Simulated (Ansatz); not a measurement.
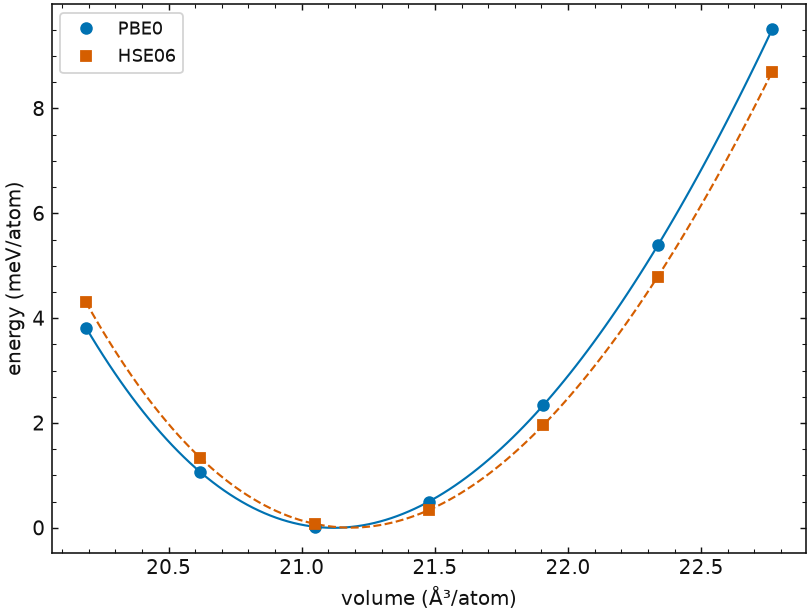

The plot gives the computed energy against volume, with one curve for each functional, for NaCl (space group Pm-3m).

Calculation (Ansatz 0.2.0): plane-wave DFT, no spin polarisation; energies at scaled volumes of the given cell, shape and fractions fixed, counted from the fit's minimum, third-order Birch-Murnaghan fit. All runs: no spin polarisation.

```json
{"setting": "k mesh", "value": "4×4×4"}
{"setting": "occupations", "value": "Fermi–Dirac"}
{"setting": "smearing width", "value": "0.05 eV"}
{"setting": "potentials", "value": "Ansatz PAW"}
{"setting": "wave cutoff", "value": "420 eV"}
{"setting": "density cutoff", "value": "1680 eV"}
```

**Order the curves by fitted equilibrium volume, smallest first.**

PBE0 21.120, HSE06 21.183 Å³/atom.

Note: coarse k mesh.
